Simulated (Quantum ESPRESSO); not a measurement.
# PbS: band-structure run (part 2 of 3)

Continued. System: PbS (Cmcm, 4 atoms in the cell). Method: Kohn-Sham DFT of a periodic cell, N12, PseudoDojo 0.4.1 SR PBE standard, no spin polarisation (Quantum ESPRESSO 7.5); cutoff 761.92 eV, 7×7×6 k-mesh, fermi-dirac of 0.05 eV. The structure derives from a Materials Project entry.

Geometry of the input (Å; fractional positions):
```
2.0800  -5.9913  0.0000
2.0800  5.9913  0.0000
0.0000  0.0000  4.2793
Pb 0.1306  0.8694  0.2500
Pb 0.8694  0.1306  0.7500
S  0.3548  0.6452  0.2500
S  0.6452  0.3548  0.7500
```

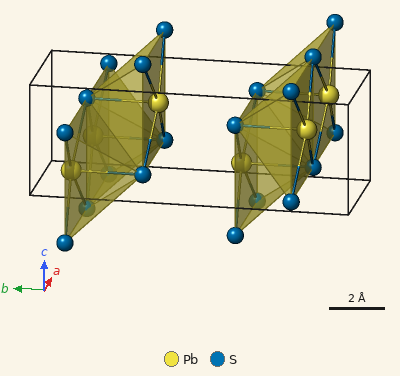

The input geometry (polyhedral view of the cell 2 times as large as that of the calculation, set on its symmetry axes, seen at an oblique angle; polyhedra are completed across the faces of the cell).

### Output, continued
```
    -8.8088  -8.7431  -8.7422  -8.7169  -8.7150  -8.7090  -8.6989  -8.6942
    -8.6833  -8.6460  -4.6539  -3.4532   0.0903   0.8561   4.4927   5.6404
     6.1082   6.7210   6.9957   7.4178   9.9729  11.1779  11.2463  11.8403
    11.9649  13.4884  15.2772  15.9138

          k = 0.2908 0.1009 0.1649 (  5102 PWs)   bands (ev):

    -8.8073  -8.7540  -8.7432  -8.7210  -8.7166  -8.6997  -8.6972  -8.6908
    -8.6837  -8.6509  -4.5089  -3.4270   0.1416   0.8341   4.5755   4.6680
     5.8269   6.7557   7.1093   7.4042  10.1525  10.3695  11.2365  12.5707
    12.8250  13.3921  15.2613  16.0620

          k = 0.2908 0.1009 0.3298 (  5090 PWs)   bands (ev):

    -8.8093  -8.7825  -8.7445  -8.7239  -8.7109  -8.6981  -8.6868  -8.6839
    -8.6790  -8.6585  -4.1304  -3.4471   0.2442   0.6826   4.0834   4.9618
     5.2679   5.9359   6.4502   6.8903  10.7777  11.3429  11.6824  12.4826
    12.9896  13.6048  15.3848  16.4712

          k = 0.2908 0.1009-0.4946 (  5082 PWs)   bands (ev):

    -8.8054  -8.8054  -8.7358  -8.7358  -8.7036  -8.7036  -8.6795  -8.6795
    -8.6675  -8.6675  -3.6958  -3.6958   0.4187   0.4187   4.4806   4.4806
     5.5043   5.5043   6.1585   6.1585  11.5815  11.5815  12.2470  12.2470
    13.1932  13.1932  15.8546  15.8546

          k = 0.4361 0.1514 0.0000 (  5074 PWs)   bands (ev):

    -8.7793  -8.7543  -8.7409  -8.7287  -8.7174  -8.7054  -8.7006  -8.6829
    -8.6792  -8.6513  -4.1582  -3.6821  -0.3453   0.3897   5.3534   6.1731
     6.2993   6.7804   7.1387   7.6379   9.5110  10.0557  10.2336  10.9182
    11.1614  13.3509  15.7996  16.8104

          k = 0.4361 0.1514 0.1649 (  5085 PWs)   bands (ev):

    -8.7897  -8.7706  -8.7472  -8.7202  -8.7129  -8.7025  -8.6971  -8.6903
    -8.6733  -8.6523  -4.0400  -3.6141  -0.1820   0.5035   4.9739   5.4373
     5.7903   6.3813   6.6186   7.1896  10.1808  10.4672  10.7875  11.7227
    12.4986  13.2213  15.2136  16.2059

          k = 0.4361 0.1514 0.3298 (  5099 PWs)   bands (ev):

    -8.8162  -8.8045  -8.7502  -8.7224  -8.7034  -8.7007  -8.6865  -8.6792
    -8.6680  -8.6559  -3.7622  -3.4978   0.2465   0.7272   3.8999   4.5309
     5.1301   5.4630   6.2253   6.5778  10.7885  11.8424  11.9819  12.5762
    13.4204  13.8026  14.9741  15.7075

          k = 0.4361 0.1514-0.4946 (  5098 PWs)   bands (ev):

    -8.8259  -8.8259  -8.7410  -8.7410  -8.6970  -8.6970  -8.6746  -8.6746
    -8.6622  -8.6622  -3.5250  -3.5250   0.6825   0.6825   3.7298   3.7298
     4.8738   4.8738   6.3588   6.3588  11.3218  11.3218  12.9557  12.9557
    14.0552  14.0552  15.3165  15.3165

          k = 0.2908 0.0000 0.0000 (  5099 PWs)   bands (ev):

    -8.8102  -8.7457  -8.7417  -8.7139  -8.7129  -8.7077  -8.7028  -8.6932
    -8.6883  -8.6425  -4.6855  -3.4144   0.3602   0.6414   4.2139   5.6002
     6.1513   6.7644   7.1825   7.3308   9.7762  11.3083  11.5241  11.6418
    12.3406  13.6753  15.2582  15.7067

          k = 0.2908 0.0000 0.1649 (  5097 PWs)   bands (ev):

    -8.8078  -8.7528  -8.7452  -8.7217  -8.7201  -8.6986  -8.6953  -8.6904
    -8.6845  -8.6494  -4.5384  -3.3948   0.3844   0.6599   4.3682   4.5682
     5.9258   6.7537   7.1889   7.3565  10.0808  10.2809  11.4130  12.8071
    13.1595  13.5405  14.8998  16.0070

          k = 0.2908 0.0000 0.3298 (  5089 PWs)   bands (ev):

    -8.8094  -8.7836  -8.7402  -8.7221  -8.7178  -8.7023  -8.6874  -8.6828
    -8.6744  -8.6586  -4.1527  -3.4331   0.4047   0.6225   4.0600   4.7251
     5.3398   6.0520   6.3392   6.7432  10.7369  11.5668  11.7300  12.7541
    13.2730  13.5276  15.0825  16.3117

          k = 0.2908 0.0000-0.4946 (  5072 PWs)   bands (ev):

    -8.8062  -8.8062  -8.7278  -8.7278  -8.7139  -8.7139  -8.6791  -8.6791
    -8.6652  -8.6652  -3.7034  -3.7034   0.4770   0.4770   4.4519   4.4519
     5.6233   5.6233   5.8716   5.8716  11.7192  11.7192  12.5785  12.5785
    13.0550  13.0550  15.6372  15.6372

          k = 0.4361 0.0505 0.0000 (  5081 PWs)   bands (ev):

    -8.7816  -8.7523  -8.7452  -8.7223  -8.7130  -8.7055  -8.7045  -8.6924
    -8.6757  -8.6484  -4.2033  -3.6386  -0.1880   0.2777   4.9075   6.2411
     6.6011   6.8340   7.1202   7.7048   9.1756  10.0701  10.3794  11.0394
    11.2115  13.6608  15.8626  16.4510

          k = 0.4361 0.0505 0.1649 (  5095 PWs)   bands (ev):

    -8.7902  -8.7701  -8.7463  -8.7245  -8.7170  -8.7025  -8.6922  -8.6861
    -8.6751  -8.6529  -4.0811  -3.5764  -0.0366   0.4093   4.9115   5.0245
     5.9535   6.5954   6.7549   7.1060   9.9801  10.0926  11.2417  12.0518
    12.4723  13.5655  14.7786  15.9083

          k = 0.4361 0.0505 0.3298 (  5080 PWs)   bands (ev):

    -8.8161  -8.8066  -8.7447  -8.7168  -8.7149  -8.7064  -8.6792  -8.6784
    -8.6680  -8.6566  -3.7902  -3.4776   0.3524   0.6923   3.8481   4.4523
     5.3069   5.5291   5.8796   6.5625  10.8210  11.6938  12.4859  12.9238
    13.5643  13.7603  14.3994  15.3583

          k = 0.4361 0.0505-0.4946 (  5066 PWs)   bands (ev):

    -8.8271  -8.8271  -8.7337  -8.7337  -8.7071  -8.7071  -8.6730  -8.6730
    -8.6601  -8.6601  -3.5303  -3.5303   0.7252   0.7252   3.7043   3.7043
     4.9456   4.9456   6.1415   6.1415  11.5707  11.5707  13.1878  13.1878
    14.0324  14.0324  14.7968  14.7968

          k = 0.5815 0.1009 0.0000 (  5089 PWs)   bands (ev):

    -8.7758  -8.7574  -8.7410  -8.7252  -8.7192  -8.7038  -8.7012  -8.6890
    -8.6720  -8.6543  -4.0869  -3.7498  -0.5215   0.5326   5.6897   6.0512
     6.3931   6.6953   7.1958   7.5558   9.5214  10.0596  10.0861  10.4604
    11.3239  13.4723  15.7313  16.7370

          k = 0.5815 0.1009 0.1649 (  5093 PWs)   bands (ev):

    -8.7883  -8.7711  -8.7458  -8.7221  -8.7107  -8.7075  -8.6950  -8.6874
    -8.6714  -8.6558  -3.9756  -3.6732  -0.3472   0.6254   4.9659   5.7104
     5.9545   6.2593   6.4588   7.2768   9.7480  10.6775  10.8521  11.4874
    12.5330  13.2667  15.1321  15.9232

          k = 0.5815 0.1009 0.3298 (  5090 PWs)   bands (ev):

    -8.8156  -8.8050  -8.7483  -8.7206  -8.7098  -8.6997  -8.6819  -8.6798
    -8.6670  -8.6583  -3.7194  -3.5306   0.1207   0.7782   3.9121   4.4786
     5.0771   5.7927   6.3283   6.5464  10.2981  11.8938  12.2611  12.5807
    13.4514  13.8505  14.5039  15.1729

          k = 0.5815 0.1009-0.4946 (  5104 PWs)   bands (ev):

    -8.8259  -8.8259  -8.7395  -8.7395  -8.6994  -8.6994  -8.6734  -8.6734
    -8.6622  -8.6622  -3.5185  -3.5185   0.6340   0.6340   3.6708   3.6708
     5.0198   5.0198   6.4411   6.4411  11.0713  11.0713  13.1410  13.1410
    14.0701  14.0701  14.8334  14.8334

          k =-0.2908-0.2019 0.0000 (  5095 PWs)   bands (ev):

    -8.8057  -8.7452  -8.7346  -8.7197  -8.7184  -8.7111  -8.6955  -8.6947
    -8.6750  -8.6546  -4.5731  -3.5508  -0.2344   1.0796   5.1836   5.7456
     5.9481   6.6092   6.9335   7.3731  10.2839  10.5758  10.8363  11.3378
    12.2739  13.3576  15.1073  16.0068

          k =-0.2908-0.2019 0.1649 (  5103 PWs)   bands (ev):

    -8.8062  -8.7537  -8.7406  -8.7188  -8.7124  -8.7031  -8.7009  -8.6894
    -8.6807  -8.6558  -4.4338  -3.5089  -0.1660   1.0084   4.6297   5.3529
     5.7132   6.6799   6.9981   7.4401  10.2410  10.3169  10.7488  12.1488
    12.7138  13.3319  15.3351  16.1480

          k =-0.2908-0.2019 0.3298 (  5084 PWs)   bands (ev):

    -8.8095  -8.7814  -8.7463  -8.7237  -8.7045  -8.6927  -8.6892  -8.6862
    -8.6801  -8.6611  -4.0744  -3.4843   0.0018   0.7168   4.0836   5.2221
     5.5143   5.8686   6.5852   7.0970  10.2915  11.2310  11.5167  12.1922
    12.9763  13.6828  15.1432  15.9788

          k =-0.2908-0.2019-0.4946 (  5090 PWs)   bands (ev):

    -8.8047  -8.8047  -8.7397  -8.7397  -8.6951  -8.6951  -8.6808  -8.6808
    -8.6701  -8.6701  -3.6782  -3.6782   0.2948   0.2948   4.4443   4.4443
     5.6656   5.6656   6.4933   6.4933  10.8835  10.8835  12.3703  12.3703
    13.3008  13.3008  15.3048  15.3048

          k =-0.1454-0.1514 0.0000 (  5101 PWs)   bands (ev):

    -8.8331  -8.7491  -8.7371  -8.7204  -8.7152  -8.7070  -8.7047  -8.6887
    -8.6709  -8.6498  -4.9473  -3.5006   0.3488   1.6908   4.4644   5.2230
     5.5731   6.3920   6.6131   7.3407  11.0185  11.8572  12.1193  12.4294
    13.4207  13.4793  14.1663  15.2609

          k =-0.1454-0.1514 0.1649 (  5093 PWs)   bands (ev):

    -8.8233  -8.7510  -8.7371  -8.7191  -8.7148  -8.7066  -8.6999  -8.6922
    -8.6719  -8.6552  -4.7975  -3.4792   0.1806   1.3729   4.6005   4.8334
     5.8820   6.4327   7.2330   7.2836  10.5742  11.2125  11.5515  12.4393
    12.8330  13.4244  15.0374  15.9729

          k =-0.1454-0.1514 0.3298 (  5093 PWs)   bands (ev):

    -8.8034  -8.7649  -8.7351  -8.7245  -8.7137  -8.7016  -8.6899  -8.6839
    -8.6806  -8.6636  -4.3889  -3.5342  -0.0915   0.6638   4.8571   5.1693
     5.9297   6.5946   7.0858   7.4302  10.1964  10.3634  11.6638  11.7655
    12.2718  13.0236  15.9155  16.4003

          k =-0.1454-0.1514-0.4946 (  5088 PWs)   bands (ev):

    -8.7839  -8.7839  -8.7335  -8.7335  -8.7036  -8.7036  -8.6845  -8.6845
    -8.6727  -8.6727  -3.8745  -3.8745   0.0462   0.0462   5.4360   5.4360
     6.0247   6.0247   7.1058   7.1058  10.3204  10.3204  11.5571  11.5571
    12.2996  12.2996  16.5307  16.5307

          k =-0.0000-0.1009 0.0000 (  5119 PWs)   bands (ev):

    -8.8449  -8.7539  -8.7428  -8.7318  -8.7119  -8.7001  -8.6995  -8.6863
    -8.6717  -8.6441  -5.1068  -3.4513   0.7184   1.9614   3.9943   5.0031
     5.4312   6.3023   6.3366   7.3545  11.8684  12.4821  12.7748  12.9604
    13.6515  13.9512  13.9793  14.7139

          k =-0.0000-0.1009 0.1649 (  5105 PWs)   bands (ev):

    -8.8308  -8.7543  -8.7431  -8.7232  -8.7129  -8.7046  -8.7021  -8.6851
    -8.6676  -8.6530  -4.9538  -3.4449   0.3850   1.5239   4.1394   5.4258
     5.6330   6.4573   6.6854   7.2193  11.4791  11.9970  12.0670  12.4066
    13.0897  13.3158  13.9199  15.5348

          k =-0.0000-0.1009 0.3298 (  5096 PWs)   bands (ev):

    -8.8011  -8.7625  -8.7292  -8.7255  -8.7191  -8.7079  -8.6938  -8.6769
    -8.6738  -8.6663  -4.5283  -3.5509  -0.0846   0.6786   4.6258   5.9112
     6.1646   6.7672   6.9870   7.5099  10.0868  10.8802  10.9707  11.6591
    12.1745  12.7785  15.4369  16.8420

          k =-0.0000-0.1009-0.4946 (  5096 PWs)   bands (ev):

    -8.7768  -8.7768  -8.7289  -8.7289  -8.7087  -8.7087  -8.6885  -8.6885
    -8.6700  -8.6700  -3.9657  -3.9657   0.0101   0.0101   5.3598   5.3598
     6.7200   6.7200   7.6305   7.6305   9.7388   9.7388  10.7329  10.7329
    12.4163  12.4163  17.5278  17.5278

          k = 0.5815 0.0000 0.0000 (  5083 PWs)   bands (ev):

    -8.7740  -8.7591  -8.7428  -8.7196  -8.7185  -8.7051  -8.6993  -8.6961
    -8.6686  -8.6553  -4.0437  -3.7910  -0.5949   0.5991   5.5097   6.4568
     6.4702   6.6365   7.1274   7.5612   9.5526   9.6484   9.9847  10.5447
    11.4002  13.6746  15.6621  16.5670

          k = 0.5815 0.0000 0.1649 (  5082 PWs)   bands (ev):

    -8.7873  -8.7716  -8.7440  -8.7255  -8.7128  -8.7077  -8.6943  -8.6814
    -8.6699  -8.6603  -3.9368  -3.7092  -0.4164   0.6822   4.9152   5.7803
     6.0192   6.1642   6.6461   7.3134   9.3102  10.7046  11.0799  11.3568
    12.6135  13.4161  15.1939  15.2943

          k = 0.5815 0.0000 0.3298 (  5081 PWs)   bands (ev):

    -8.8150  -8.8065  -8.7435  -8.7193  -8.7156  -8.7026  -8.6799  -8.6761
    -8.6655  -8.6617  -3.6943  -3.5510   0.0671   0.8030   3.8937   4.4223
     5.1536   5.9862   6.2940   6.5322   9.9970  11.9047  12.5535  12.7992
    13.6128  13.8756  14.1340  14.4382

          k = 0.5815 0.0000-0.4946 (  5094 PWs)   bands (ev):

    -8.8264  -8.8264  -8.7347  -8.7347  -8.7058  -8.7058  -8.6721  -8.6721
    -8.6611  -8.6611  -3.5155  -3.5155   0.6138   0.6138   3.6236   3.6236
     5.1600   5.1600   6.4042   6.4042  10.9946  10.9946  13.5205  13.5205
    14.0378  14.0378  14.2294  14.2294

          k = 0.7269 0.0505 0.0000 (  5106 PWs)   bands (ev):

    -8.8032  -8.7453  -8.7323  -8.7231  -8.7116  -8.7113  -8.6989  -8.6948
    -8.6695  -8.6621  -4.4937  -3.6446  -0.4227   1.2062   5.6503   5.8559
     6.0443   6.4939   7.0336   7.2685   9.4584  10.4859  10.6391  11.4311
    12.4630  13.4190  14.9003  16.0336

          k = 0.7269 0.0505 0.1649 (  5093 PWs)   bands (ev):

    -8.8054  -8.7521  -8.7375  -8.7203  -8.7087  -8.7064  -8.7056  -8.6837
    -8.6751  -8.6645  -4.3605  -3.5884  -0.3483   1.1014   4.6176   5.7472
     6.1007   6.5248   6.9449   7.4302   9.4095  10.3389  10.8947  11.8887
    13.0581  13.3174  14.9449  16.1875

          k = 0.7269 0.0505 0.3298 (  5088 PWs)   bands (ev):

    -8.8102  -8.7818  -8.7419  -8.7193  -8.7114  -8.6940  -8.6892  -8.6835
    -8.6744  -8.6669  -4.0212  -3.5224  -0.1537   0.7196   4.0368   5.2669
     5.6960   6.3389   6.5862   7.1826   9.4839  11.2402  11.6402  12.0289
    13.4375  13.7216  14.4746  15.1095

          k = 0.7269 0.0505-0.4946 (  5082 PWs)   bands (ev):

    -8.8055  -8.8055  -8.7358  -8.7358  -8.6988  -8.6988  -8.6808  -8.6808
    -8.6685  -8.6685  -3.6638  -3.6638   0.2015   0.2015   4.3676   4.3676
     5.9897   5.9897   6.6416   6.6416  10.3083  10.3083  12.8356  12.8356
    13.3227  13.3227  14.3889  14.3889

          k =-0.1454-0.2524 0.0000 (  5119 PWs)   bands (ev):

    -8.8307  -8.7456  -8.7246  -8.7239  -8.7147  -8.7095  -8.7083  -8.6872
    -8.6636  -8.6635  -4.8458  -3.6539   0.1024   1.8043   5.2720   5.3552
     5.5402   6.2355   6.7019   7.3355   9.7425  11.8114  12.0216  12.4075
    13.2618  13.6749  14.0082  15.6496

          k =-0.1454-0.2524 0.1649 (  5101 PWs)   bands (ev):

    -8.8231  -8.7469  -8.7292  -8.7202  -8.7120  -8.7088  -8.7004  -8.6917
    -8.6730  -8.6618  -4.7022  -3.6084  -0.0458   1.4205   4.8063   5.4681
     5.9389   6.3851   7.2327   7.3277   9.8616  10.4877  11.8390  12.1952
    12.9673  13.5108  15.1120  15.6850

          k =-0.1454-0.2524 0.3298 (  5088 PWs)   bands (ev):

    -8.8064  -8.7652  -8.7313  -8.7175  -8.7096  -8.7008  -8.6928  -8.6853
    -8.6812  -8.6673  -4.3156  -3.5920  -0.2835   0.5930   4.8933   5.8337
     6.0816   6.7453   7.0724   7.4694   9.7874  10.1337  11.1838  11.4894
    12.6185  13.0786  15.3528  16.3292

          k =-0.1454-0.2524-0.4946 (  5084 PWs)   bands (ev):

    -8.7870  -8.7870  -8.7294  -8.7294  -8.7008  -8.7008  -8.6837  -8.6837
    -8.6753  -8.6753  -3.8500  -3.8500  -0.1073  -0.1073   5.5766   5.5766
     6.3356   6.3356   7.2625   7.2625   9.8120   9.8120  11.6543  11.6543
    12.1405  12.1405  15.6088  15.6088

          k =-0.0000-0.2019 0.0000 (  5097 PWs)   bands (ev):

    -8.8427  -8.7523  -8.7295  -8.7232  -8.7196  -8.7088  -8.7032  -8.6826
    -8.6624  -8.6579  -5.0117  -3.6115   0.4365   2.0687   4.8151   5.1225
     5.3012   6.1874   6.4493   7.3845  10.4311  12.3880  12.5486  12.9952
    13.5687  14.0190  14.2696  14.7527

          k =-0.0000-0.2019 0.1649 (  5109 PWs)   bands (ev):

    -8.8308  -8.7509  -8.7353  -8.7174  -8.7147  -8.7060  -8.7013  -8.6888
    -8.6644  -8.6624  -4.8640  -3.5787   0.1456   1.5449   4.8691   5.5086
     5.5874   6.5881   6.6279   7.3015  10.4937  11.1309  12.2248  12.5666
    13.2034  13.4206  14.2269  15.2836

          k =-0.0000-0.2019 0.3298 (  5084 PWs)   bands (ev):

    -8.8053  -8.7641  -8.7229  -8.7193  -8.7127  -8.7079  -8.6897  -8.6854
    -8.6779  -8.6666  -4.4574  -3.6078  -0.2819   0.5803   5.2800   6.0621
     6.2429   6.8343   6.9414   7.6274   9.6292  10.7679  11.0960  11.4740
    11.8278  12.5435  15.5562  16.5443

          k =-0.0000-0.2019-0.4946 (  5086 PWs)   bands (ev):

    -8.7818  -8.7818  -8.7235  -8.7235  -8.7066  -8.7066  -8.6836  -8.6836
    -8.6754  -8.6754  -3.9396  -3.9396  -0.1592  -0.1592   5.9217   5.9217
     6.6794   6.6794   7.5166   7.5166   9.7541   9.7541  10.9001  10.9001
    11.7276  11.7276  17.0826  17.0826

          k = 0.8723-0.0000 0.0000 (  5130 PWs)   bands (ev):

    -8.8298  -8.7390  -8.7334  -8.7186  -8.7153  -8.7083  -8.7021  -8.6917
    -8.6709  -8.6608  -4.7912  -3.7320   0.0155   1.8402   5.3495   5.4319
     5.9578   6.1479   6.7784   7.3057   9.0043  11.7031  12.1448  12.5510
    13.0194  13.7690  13.9478  15.6630

          k = 0.8723-0.0000 0.1649 (  5096 PWs)   bands (ev):

    -8.8231  -8.7435  -8.7248  -8.7206  -8.7126  -8.7126  -8.6947  -8.6937
    -8.6759  -8.6636  -4.6513  -3.6751  -0.1280   1.4315   4.7935   5.9455
     6.0955   6.2652   7.2613   7.3347   9.1813  10.4214  11.9861  12.0882
    13.0376  13.6213  15.0187  15.5026

          k = 0.8723-0.0000 0.3298 (  5085 PWs)   bands (ev):

    -8.8079  -8.7650  -8.7278  -8.7140  -8.7099  -8.7008  -8.6958  -8.6858
    -8.6782  -8.6704  -4.2774  -3.6238  -0.3586   0.5591   4.8717   6.1200
     6.3247   6.7783   7.1036   7.4758   9.3278   9.9860  11.1574  11.4302
    12.9643  13.0157  14.9455  16.3510

          k = 0.8723-0.0000-0.4946 (  5100 PWs)   bands (ev):

    -8.7885  -8.7885  -8.7259  -8.7259  -8.7010  -8.7010  -8.6861  -8.6861
    -8.6738  -8.6738  -3.8388  -3.8388  -0.1722  -0.1722   5.5673   5.5673
     6.6084   6.6084   7.3443   7.3443   9.4481   9.4481  11.8005  11.8005
    12.0835  12.0835  15.2226  15.2226

          k =-0.0000-0.3028 0.0000 (  5117 PWs)   bands (ev):

    -8.8412  -8.7441  -8.7319  -8.7169  -8.7138  -8.7130  -8.7054  -8.6804
    -8.6749  -8.6570  -4.9173  -3.7586   0.2785   2.1046   5.2177   5.2488
     5.7221   6.0373   6.5459   7.3715   9.2007  12.3273  12.5810  13.0276
    13.2892  13.9763  14.4235  15.2340

          k =-0.0000-0.3028 0.1649 (  5085 PWs)   bands (ev):

    -8.8311  -8.7441  -8.7301  -8.7180  -8.7129  -8.7074  -8.7003  -8.6867
    -8.6780  -8.6599  -4.7754  -3.7042   0.0026   1.5343   5.4283   5.4719
     5.8479   6.6709   6.6726   7.3397   9.3496  10.7827  12.4002  12.7208
    13.2658  13.4376  14.3314  15.4645

          k =-0.0000-0.3028 0.3298 (  5095 PWs)   bands (ev):

    -8.8086  -8.7632  -8.7179  -8.7137  -8.7094  -8.7077  -8.6916  -8.6861
    -8.6815  -8.6684  -4.3893  -3.6663  -0.4143   0.4974   5.9828   5.9943
     6.3340   6.8730   7.1363   7.7191   9.2627   9.7808  11.2172  11.6834
    11.9609  12.4343  15.7038  16.2299

          k =-0.0000-0.3028-0.4946 (  5094 PWs)   bands (ev):

    -8.7851  -8.7851  -8.7180  -8.7180  -8.7059  -8.7059  -8.6808  -8.6808
    -8.6792  -8.6792  -3.9178  -3.9178  -0.2860  -0.2860   6.5113   6.5113
     6.6481   6.6481   7.3839   7.3839   9.5435   9.5435  11.0415  11.0415
    11.3895  11.3895  16.5645  16.5647

     the Fermi energy is     8.3996 ev

!    total energy              =    -327.42942098 Ry
     estimated scf accuracy    <          3.4E-10 Ry
     smearing contrib. (-TS)   =      -0.00000001 Ry
     internal energy E=F+TS    =    -327.42942097 Ry

     The total energy is F=E-TS. E is the sum of the following terms:
     one-electron contribution =     -77.92771125 Ry
     hartree contribution      =      63.87232758 Ry
     xc contribution           =     -94.40352302 Ry
     ewald contribution        =    -218.97051427 Ry

     convergence has been achieved in  11 iterations

     Forces acting on atoms (cartesian axes, Ry/au):

     atom    1 type  1   force =     0.00000000   -0.00308938    0.00000000
     atom    2 type  1   force =    -0.00000000    0.00308938    0.00000000
     atom    3 type  2   force =     0.00000000   -0.00048259    0.00000000
     atom    4 type  2   force =    -0.00000000    0.00048259    0.00000000

     Total force =     0.004422     Total SCF correction =     0.000056

     Computing stress (Cartesian axis) and pressure

          total   stress  (Ry/bohr**3)                   (kbar)     P=       -5.58
  -0.00003743  -0.00000000   0.00000000           -5.51       -0.00        0.00
   0.00000000  -0.00004011   0.00000000            0.00       -5.90        0.00
   0.00000000   0.00000000  -0.00003631            0.00        0.00       -5.34

=------------------------------------------------------------------------------=
   JOB DONE.
=------------------------------------------------------------------------------=
```
